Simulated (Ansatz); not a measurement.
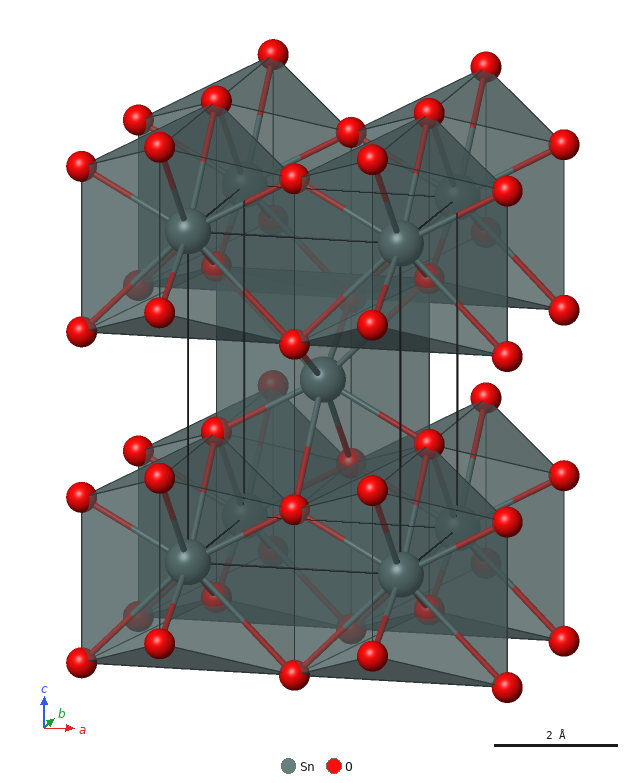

Polyhedral model, viewed slightly off an axis. The parallelepiped is the conventional unit cell. Some neighbours outside the box are added.

SnO$_{2}$, space group P4_2/nmc (No. 137), a = 3.59 Å, b = 3.59 Å, c = 5.53 Å, α = 90.00°, β = 90.00°, γ = 90.00°.

Setup: DFT PBE, scalar-relativistic, plane waves, PAW in Ansatz 0.2.0; an energy cutoff of 420 eV, k-points about 0.21 Å⁻¹ apart, Gaussian smearing of 0.02 eV, no spin polarisation.

Question: Does it come out as a metal, or with a gap?

Answer: A semiconductor at this level, with a gap of 0.79 eV on the k-mesh (the true edges may lie between mesh points, so the gap can be somewhat smaller).

Provenance: a structure listed in the Materials Project, with elements exchanged, so it need not be a known form of the compound. The structure drawn was relaxed with DFT PBE, scalar-relativistic, plane waves, PAW (Ansatz 0.2.0).
